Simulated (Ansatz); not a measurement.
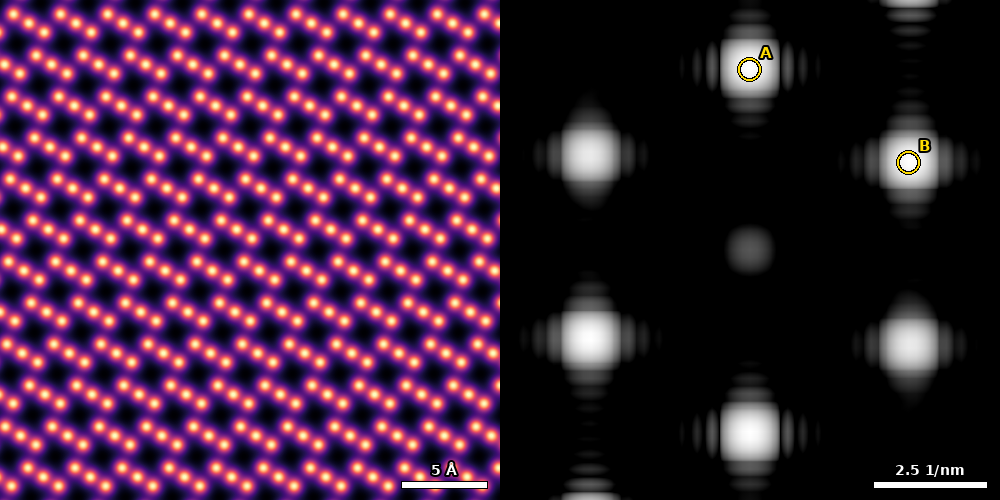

Integrated-DPC-like image of a crystal. Simulated as the projected potential of neutral atoms (B = 0.3 Å²) blurred by a 0.50 Å probe, the thin-sample limit of integrated differential phase contrast. The display is stretched by a gamma of 0.8; percentages refer to the linear signal.

The right panel is the modulus of the image's Fourier transform on a logarithmic scale.

> Which lattice spacings do the marked spots stand for, and what angle do A and B enclose?

A: 2.5 Å, B: 2.5 Å; A and B enclose about 61°.

The crystal is Ta (R-3m, No. 166) along [211]; the spots are (-1 1 1) and (0 1 -1). Structure used: the geometry relaxed with DFT PBEsol, scalar-relativistic, plane waves, PAW in Ansatz; the starting structure was generated, so it need not be a known form of this composition.
